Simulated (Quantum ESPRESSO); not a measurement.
Band-structure run of PbO (part 1 of 3)

PbO (P4/nmm, 4 atoms in the cell), computed with Kohn-Sham DFT of a periodic cell, r2SCAN, SG15 PBE 1.2, no spin polarisation (Quantum ESPRESSO 7.5).

The structure derives from an entry of the Crystallography Open Database.

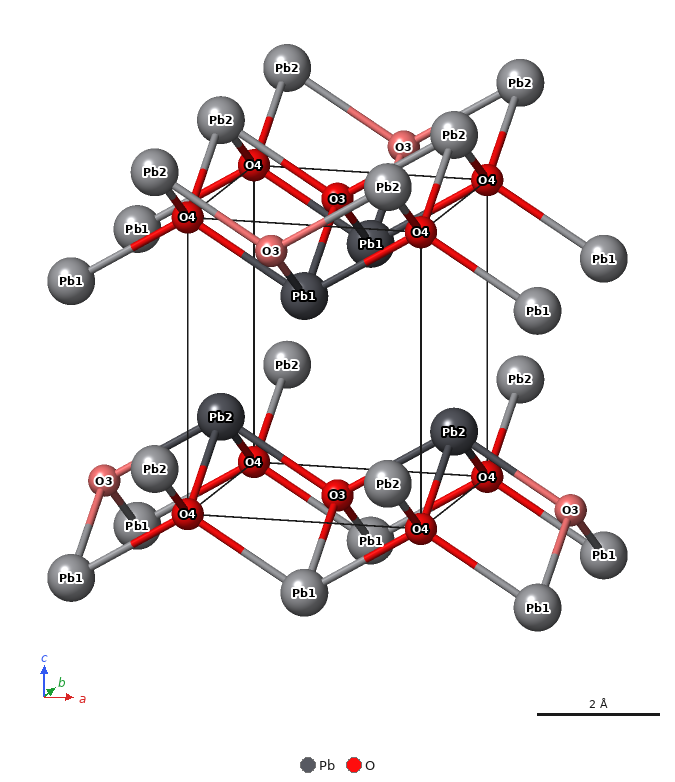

Figure 1. The structure (ball-and-stick view of the cell of the calculation, seen slightly off an axis; neighbours outside the cell are drawn fainter; atoms are numbered from 1 in the order of the input). An atom can appear more than once, as a periodic image.

**The input**
```
&CONTROL
  calculation = 'scf'
  prefix = 'pwscf'
  outdir = './tmp'
  pseudo_dir = './pseudo'
  tprnfor = .true.
  tstress = .true.
  disk_io = 'low'
/
&SYSTEM
  ibrav = 0
  celldm(1) = 8
  nat = 4
  ntyp = 2
  ecutwfc = 88
  nbnd = 28
  input_dft = 'r2scan'
  occupations = 'smearing'
  smearing = 'fd'
  degauss = 0.00367493
  nosym = .true.
/
&ELECTRONS
  conv_thr = 1d-08
  electron_maxstep = 120
  mixing_beta = 0.5
/
ATOMIC_SPECIES
Pb   207.2000 Pb_ONCV_PBE-1.2.upf
O     15.9990 O_ONCV_PBE-1.2.upf
CELL_PARAMETERS alat
  0.9425009046571   0.0000000000000   0.0000000000000
  0.0000000000000   0.9425009046571   0.0000000000000
  0.0000000000000   0.0000000000000   1.1834409855469
ATOMIC_POSITIONS crystal
Pb     0.5000000000    0.0000000000    0.7600000000
Pb     0.0000000000    0.5000000000    0.2400000000
O      0.5000000000    0.5000000000    0.0000000000
O      0.0000000000    0.0000000000    0.0000000000
K_POINTS automatic
6 6 5 0 0 0
```

**File bands.in**
```
&CONTROL
  calculation = 'bands'
  prefix = 'pwscf'
  outdir = './tmp'
  pseudo_dir = './pseudo'
  disk_io = 'low'
  verbosity = 'high'
/
&SYSTEM
  ibrav = 0
  celldm(1) = 8
  nat = 4
  ntyp = 2
  ecutwfc = 88
  nbnd = 28
  input_dft = 'r2scan'
  occupations = 'smearing'
  smearing = 'fd'
  degauss = 0.00367493
  nosym = .true.
/
&ELECTRONS
  conv_thr = 1d-08
  electron_maxstep = 120
  mixing_beta = 0.5
  diago_full_acc = .true.
  startingwfc = 'random'
/
ATOMIC_SPECIES
Pb   207.2000 Pb_ONCV_PBE-1.2.upf
O     15.9990 O_ONCV_PBE-1.2.upf
CELL_PARAMETERS alat
  0.9425009046571   0.0000000000000   0.0000000000000
  0.0000000000000   0.9425009046571   0.0000000000000
  0.0000000000000   0.0000000000000   1.1834409855469
ATOMIC_POSITIONS crystal
Pb     0.5000000000    0.0000000000    0.7600000000
Pb     0.0000000000    0.5000000000    0.2400000000
O      0.5000000000    0.5000000000    0.0000000000
O      0.0000000000    0.0000000000    0.0000000000
K_POINTS crystal
60
 0.0000000000  0.0000000000  0.0000000000 1
 0.0000000000  0.0833333333  0.0000000000 1
 0.0000000000  0.1666666667  0.0000000000 1
 0.0000000000  0.2500000000  0.0000000000 1
 0.0000000000  0.3333333333  0.0000000000 1
 0.0000000000  0.4166666667  0.0000000000 1
 0.0000000000  0.5000000000  0.0000000000 1
 0.0833333333  0.5000000000  0.0000000000 1
 0.1666666667  0.5000000000  0.0000000000 1
 0.2500000000  0.5000000000  0.0000000000 1
 0.3333333333  0.5000000000  0.0000000000 1
 0.4166666667  0.5000000000  0.0000000000 1
 0.5000000000  0.5000000000  0.0000000000 1
 0.4375000000  0.4375000000  0.0000000000 1
 0.3750000000  0.3750000000  0.0000000000 1
 0.3125000000  0.3125000000  0.0000000000 1
 0.2500000000  0.2500000000  0.0000000000 1
 0.1875000000  0.1875000000  0.0000000000 1
 0.1250000000  0.1250000000  0.0000000000 1
 0.0625000000  0.0625000000  0.0000000000 1
 0.0000000000  0.0000000000  0.0000000000 1
 0.0000000000  0.0000000000  0.1250000000 1
 0.0000000000  0.0000000000  0.2500000000 1
 0.0000000000  0.0000000000  0.3750000000 1
 0.0000000000  0.0000000000  0.5000000000 1
 0.0000000000  0.0833333333  0.5000000000 1
 0.0000000000  0.1666666667  0.5000000000 1
 0.0000000000  0.2500000000  0.5000000000 1
 0.0000000000  0.3333333333  0.5000000000 1
 0.0000000000  0.4166666667  0.5000000000 1
 0.0000000000  0.5000000000  0.5000000000 1
 0.0833333333  0.5000000000  0.5000000000 1
 0.1666666667  0.5000000000  0.5000000000 1
 0.2500000000  0.5000000000  0.5000000000 1
 0.3333333333  0.5000000000  0.5000000000 1
 0.4166666667  0.5000000000  0.5000000000 1
 0.5000000000  0.5000000000  0.5000000000 1
 0.4500000000  0.4500000000  0.5000000000 1
 0.4000000000  0.4000000000  0.5000000000 1
 0.3500000000  0.3500000000  0.5000000000 1
 0.3000000000  0.3000000000  0.5000000000 1
 0.2500000000  0.2500000000  0.5000000000 1
 0.2000000000  0.2000000000  0.5000000000 1
 0.1500000000  0.1500000000  0.5000000000 1
 0.1000000000  0.1000000000  0.5000000000 1
 0.0500000000  0.0500000000  0.5000000000 1
 0.0000000000  0.0000000000  0.5000000000 1
 0.0000000000  0.5000000000  0.0000000000 1
 0.0000000000  0.5000000000  0.0833333333 1
 0.0000000000  0.5000000000  0.1666666667 1
 0.0000000000  0.5000000000  0.2500000000 1
 0.0000000000  0.5000000000  0.3333333333 1
 0.0000000000  0.5000000000  0.4166666667 1
 0.0000000000  0.5000000000  0.5000000000 1
 0.5000000000  0.5000000000  0.0000000000 1
 0.5000000000  0.5000000000  0.1000000000 1
 0.5000000000  0.5000000000  0.2000000000 1
 0.5000000000  0.5000000000  0.3000000000 1
 0.5000000000  0.5000000000  0.4000000000 1
 0.5000000000  0.5000000000  0.5000000000 1
```

Command:
```bash
OMP_NUM_THREADS=1 mpirun -n 4 pw.x -nk 2 -in pw.in > pw.out
OMP_NUM_THREADS=1 mpirun -n 4 pw.x -nk 4 -in bands.in > bands.out
```

**The program's output**
```
This program is part of the open-source Quantum ESPRESSO suite
     for quantum simulation of materials; please cite
         "P. Giannozzi et al., J. Phys.:Condens. Matter 21 395502 (2009);
         "P. Giannozzi et al., J. Phys.:Condens. Matter 29 465901 (2017);
         "P. Giannozzi et al., J. Chem. Phys. 152 154105 (2020);
          URL
     in publications or presentations arising from this work. More details at

     IMPORTANT: XC functional enforced from input :
     Exchange-correlation= R2SCAN
                           (   0   0   0   0   0 497 498)
     Any further DFT definition will be discarded
     Please, verify this is what you really want

     K-points division:     npool     =       2
     Subspace diagonalization in iterative solution of the eigenvalue problem:
     a serial algorithm will be used

     --------------------
     sticks:   dense  smooth     PW     G-vecs:    dense   smooth      PW
     Min         798     798    220                29990    29990    4571
     Max         799     799    221                29991    29991    4572
     Sum        1597    1597    441                59981    59981    9143

     Using Slab Decomposition

     bravais-lattice index     =            0
     lattice parameter (alat)  =       8.0000  a.u.
     unit-cell volume          =     538.2451 (a.u.)^3
     number of atoms/cell      =            4
     number of atomic types    =            2
     number of electrons       =        40.00
     number of Kohn-Sham states=           28
     kinetic-energy cutoff     =      88.0000  Ry
     charge density cutoff     =     352.0000  Ry
     scf convergence threshold =      1.0E-08
     mixing beta               =       0.5000
     number of iterations used =            8  plain     mixing
     Exchange-correlation= R2SCAN
                           (   0   0   0   0   0 497 498)

     celldm(1)=   8.000000  celldm(2)=   0.000000  celldm(3)=   0.000000
     celldm(4)=   0.000000  celldm(5)=   0.000000  celldm(6)=   0.000000

     crystal axes: (cart. coord. in units of alat)
               a(1) = (   0.942501   0.000000   0.000000 )
               a(2) = (   0.000000   0.942501   0.000000 )
               a(3) = (   0.000000   0.000000   1.183441 )

     reciprocal axes: (cart. coord. in units 2 pi/alat)
               b(1) = (  1.061007  0.000000  0.000000 )
               b(2) = (  0.000000  1.061007  0.000000 )
               b(3) = (  0.000000  0.000000  0.844994 )

     PseudoPot. # 1 for Pb read from file:
     Pb_ONCV_PBE-1.2.upf
     Pseudo is Norm-conserving, Zval = 14.0
     Generated using ONCVPSP code by D. R. Hamann
     Using radial grid of  602 points,  8 beta functions with:
                l(1) =   0
                l(2) =   0
                l(3) =   1
                l(4) =   1
                l(5) =   2
                l(6) =   2
                l(7) =   3
                l(8) =   3

     PseudoPot. # 2 for O  read from file:
     O_ONCV_PBE-1.2.upf
     Pseudo is Norm-conserving, Zval =  6.0
     Generated using ONCVPSP code by D. R. Hamann
     Using radial grid of  602 points,  4 beta functions with:
                l(1) =   0
                l(2) =   0
                l(3) =   1
                l(4) =   1

     atomic species   valence    mass     pseudopotential
     Pb               14.00   207.20000     Pb( 1.00)
     O                 6.00    15.99900     O ( 1.00)

     No symmetry found

   Cartesian axes

     site n.     atom                  positions (alat units)
         1        Pb     tau(   1) = (   0.4712505   0.0000000   0.8994151  )
         2        Pb     tau(   2) = (   0.0000000   0.4712505   0.2840258  )
         3        O      tau(   3) = (   0.4712505   0.4712505   0.0000000  )
         4        O      tau(   4) = (   0.0000000   0.0000000   0.0000000  )

     number of k points=    92  Fermi-Dirac smearing, width (Ry)=  0.0037
                       cart. coord. in units 2pi/alat
        k(    1) = (   0.0000000   0.0000000   0.0000000), wk =   0.0111111
        k(    2) = (   0.0000000   0.0000000   0.1689987), wk =   0.0222222
        k(    3) = (   0.0000000   0.0000000   0.3379974), wk =   0.0222222
        k(    4) = (   0.0000000   0.1768345   0.0000000), wk =   0.0222222
        k(    5) = (   0.0000000   0.1768345   0.1689987), wk =   0.0222222
        k(    6) = (   0.0000000   0.1768345   0.3379974), wk =   0.0222222
        k(    7) = (   0.0000000   0.1768345  -0.3379974), wk =   0.0222222
        k(    8) = (   0.0000000   0.1768345  -0.1689987), wk =   0.0222222
        k(    9) = (   0.0000000   0.3536690   0.0000000), wk =   0.0222222
        k(   10) = (   0.0000000   0.3536690   0.1689987), wk =   0.0222222
        k(   11) = (   0.0000000   0.3536690   0.3379974), wk =   0.0222222
        k(   12) = (   0.0000000   0.3536690  -0.3379974), wk =   0.0222222
        k(   13) = (   0.0000000   0.3536690  -0.1689987), wk =   0.0222222
        k(   14) = (   0.0000000  -0.5305035   0.0000000), wk =   0.0111111
        k(   15) = (   0.0000000  -0.5305035   0.1689987), wk =   0.0222222
        k(   16) = (   0.0000000  -0.5305035   0.3379974), wk =   0.0222222
        k(   17) = (   0.1768345   0.0000000   0.0000000), wk =   0.0222222
        k(   18) = (   0.1768345   0.0000000   0.1689987), wk =   0.0222222
        k(   19) = (   0.1768345   0.0000000   0.3379974), wk =   0.0222222
        k(   20) = (   0.1768345   0.0000000  -0.3379974), wk =   0.0222222
        k(   21) = (   0.1768345   0.0000000  -0.1689987), wk =   0.0222222
        k(   22) = (   0.1768345   0.1768345   0.0000000), wk =   0.0222222
        k(   23) = (   0.1768345   0.1768345   0.1689987), wk =   0.0222222
        k(   24) = (   0.1768345   0.1768345   0.3379974), wk =   0.0222222
        k(   25) = (   0.1768345   0.1768345  -0.3379974), wk =   0.0222222
        k(   26) = (   0.1768345   0.1768345  -0.1689987), wk =   0.0222222
        k(   27) = (   0.1768345   0.3536690   0.0000000), wk =   0.0222222
        k(   28) = (   0.1768345   0.3536690   0.1689987), wk =   0.0222222
        k(   29) = (   0.1768345   0.3536690   0.3379974), wk =   0.0222222
        k(   30) = (   0.1768345   0.3536690  -0.3379974), wk =   0.0222222
        k(   31) = (   0.1768345   0.3536690  -0.1689987), wk =   0.0222222
        k(   32) = (   0.1768345  -0.5305035   0.0000000), wk =   0.0222222
        k(   33) = (   0.1768345  -0.5305035   0.1689987), wk =   0.0222222
        k(   34) = (   0.1768345  -0.5305035   0.3379974), wk =   0.0222222
        k(   35) = (   0.1768345  -0.5305035  -0.3379974), wk =   0.0222222
        k(   36) = (   0.1768345  -0.5305035  -0.1689987), wk =   0.0222222
        k(   37) = (   0.1768345  -0.3536690   0.0000000), wk =   0.0222222
        k(   38) = (   0.1768345  -0.3536690   0.1689987), wk =   0.0222222
        k(   39) = (   0.1768345  -0.3536690   0.3379974), wk =   0.0222222
        k(   40) = (   0.1768345  -0.3536690  -0.3379974), wk =   0.0222222
        k(   41) = (   0.1768345  -0.3536690  -0.1689987), wk =   0.0222222
        k(   42) = (   0.1768345  -0.1768345   0.0000000), wk =   0.0222222
        k(   43) = (   0.1768345  -0.1768345   0.1689987), wk =   0.0222222
        k(   44) = (   0.1768345  -0.1768345   0.3379974), wk =   0.0222222
        k(   45) = (   0.1768345  -0.1768345  -0.3379974), wk =   0.0222222
        k(   46) = (   0.1768345  -0.1768345  -0.1689987), wk =   0.0222222
        k(   47) = (   0.3536690   0.0000000   0.0000000), wk =   0.0222222
        k(   48) = (   0.3536690   0.0000000   0.1689987), wk =   0.0222222
        k(   49) = (   0.3536690   0.0000000   0.3379974), wk =   0.0222222
        k(   50) = (   0.3536690   0.0000000  -0.3379974), wk =   0.0222222
        k(   51) = (   0.3536690   0.0000000  -0.1689987), wk =   0.0222222
        k(   52) = (   0.3536690   0.1768345   0.0000000), wk =   0.0222222
        k(   53) = (   0.3536690   0.1768345   0.1689987), wk =   0.0222222
        k(   54) = (   0.3536690   0.1768345   0.3379974), wk =   0.0222222
        k(   55) = (   0.3536690   0.1768345  -0.3379974), wk =   0.0222222
        k(   56) = (   0.3536690   0.1768345  -0.1689987), wk =   0.0222222
        k(   57) = (   0.3536690   0.3536690   0.0000000), wk =   0.0222222
        k(   58) = (   0.3536690   0.3536690   0.1689987), wk =   0.0222222
        k(   59) = (   0.3536690   0.3536690   0.3379974), wk =   0.0222222
        k(   60) = (   0.3536690   0.3536690  -0.3379974), wk =   0.0222222
        k(   61) = (   0.3536690   0.3536690  -0.1689987), wk =   0.0222222
        k(   62) = (   0.3536690  -0.5305035   0.0000000), wk =   0.0222222
        k(   63) = (   0.3536690  -0.5305035   0.1689987), wk =   0.0222222
        k(   64) = (   0.3536690  -0.5305035   0.3379974), wk =   0.0222222
        k(   65) = (   0.3536690  -0.5305035  -0.3379974), wk =   0.0222222
        k(   66) = (   0.3536690  -0.5305035  -0.1689987), wk =   0.0222222
        k(   67) = (   0.3536690  -0.3536690   0.0000000), wk =   0.0222222
        k(   68) = (   0.3536690  -0.3536690   0.1689987), wk =   0.0222222
        k(   69) = (   0.3536690  -0.3536690   0.3379974), wk =   0.0222222
        k(   70) = (   0.3536690  -0.3536690  -0.3379974), wk =   0.0222222
        k(   71) = (   0.3536690  -0.3536690  -0.1689987), wk =   0.0222222
        k(   72) = (   0.3536690  -0.1768345   0.0000000), wk =   0.0222222
        k(   73) = (   0.3536690  -0.1768345   0.1689987), wk =   0.0222222
        k(   74) = (   0.3536690  -0.1768345   0.3379974), wk =   0.0222222
        k(   75) = (   0.3536690  -0.1768345  -0.3379974), wk =   0.0222222
        k(   76) = (   0.3536690  -0.1768345  -0.1689987), wk =   0.0222222
        k(   77) = (  -0.5305035   0.0000000   0.0000000), wk =   0.0111111
        k(   78) = (  -0.5305035   0.0000000   0.1689987), wk =   0.0222222
        k(   79) = (  -0.5305035   0.0000000   0.3379974), wk =   0.0222222
        k(   80) = (  -0.5305035   0.1768345   0.0000000), wk =   0.0222222
        k(   81) = (  -0.5305035   0.1768345   0.1689987), wk =   0.0222222
        k(   82) = (  -0.5305035   0.1768345   0.3379974), wk =   0.0222222
        k(   83) = (  -0.5305035   0.1768345  -0.3379974), wk =   0.0222222
        k(   84) = (  -0.5305035   0.1768345  -0.1689987), wk =   0.0222222
        k(   85) = (  -0.5305035   0.3536690   0.0000000), wk =   0.0222222
        k(   86) = (  -0.5305035   0.3536690   0.1689987), wk =   0.0222222
        k(   87) = (  -0.5305035   0.3536690   0.3379974), wk =   0.0222222
        k(   88) = (  -0.5305035   0.3536690  -0.3379974), wk =   0.0222222
        k(   89) = (  -0.5305035   0.3536690  -0.1689987), wk =   0.0222222
        k(   90) = (  -0.5305035  -0.5305035   0.0000000), wk =   0.0111111
        k(   91) = (  -0.5305035  -0.5305035   0.1689987), wk =   0.0222222
        k(   92) = (  -0.5305035  -0.5305035   0.3379974), wk =   0.0222222

     Dense  grid:    59981 G-vectors     FFT dimensions: (  45,  45,  60)

     WARNING: libxc functional with ID  497 depends
      on external parameters: check the user_guide of
      QE if you need to modify them or to check their
      default values.

     WARNING: libxc functional with ID  498 depends
      on external parameters: check the user_guide of
      QE if you need to modify them or to check their
      default values.

     Initial potential from superposition of free atoms

     starting charge      39.7940, renormalised to      40.0000
     Starting wfcs are random

     Self-consistent Calculation

     iteration #  1     ecut=    88.00 Ry     beta= 0.50
     Davidson diagonalization with overlap
     ethr =  1.00E-02,  avg # of iterations =  9.2

     total energy              =    -287.89426927 Ry
     estimated scf accuracy    <      48.61341783 Ry

     iteration #  2     ecut=    88.00 Ry     beta= 0.50
     Davidson diagonalization with overlap
     ethr =  1.00E-02,  avg # of iterations =  1.5

     total energy              =    -287.93425668 Ry
     estimated scf accuracy    <       9.55522529 Ry

     iteration #  3     ecut=    88.00 Ry     beta= 0.50
     Davidson diagonalization with overlap
     ethr =  1.00E-02,  avg # of iterations =  1.7

     total energy              =    -288.20309830 Ry
     estimated scf accuracy    <      10.16171550 Ry

     iteration #  4     ecut=    88.00 Ry     beta= 0.50
     Davidson diagonalization with overlap
     ethr =  1.00E-02,  avg # of iterations =  1.0

     total energy              =    -288.43234319 Ry
     estimated scf accuracy    <       0.05072538 Ry

     iteration #  5     ecut=    88.00 Ry     beta= 0.50
     Davidson diagonalization with overlap
     ethr =  1.27E-04,  avg # of iterations =  2.0

     total energy              =    -288.43696938 Ry
     estimated scf accuracy    <       0.00436728 Ry

     iteration #  6     ecut=    88.00 Ry     beta= 0.50
     Davidson diagonalization with overlap
     ethr =  1.09E-05,  avg # of iterations =  3.2

     total energy              =    -288.43763522 Ry
     estimated scf accuracy    <       0.00335691 Ry

     iteration #  7     ecut=    88.00 Ry     beta= 0.50
     Davidson diagonalization with overlap
     ethr =  8.39E-06,  avg # of iterations =  1.0

     total energy              =    -288.43764534 Ry
     estimated scf accuracy    <       0.00067578 Ry

     iteration #  8     ecut=    88.00 Ry     beta= 0.50
     Davidson diagonalization with overlap
     ethr =  1.69E-06,  avg # of iterations =  1.2

     total energy              =    -288.43765751 Ry
     estimated scf accuracy    <       0.00007344 Ry
```
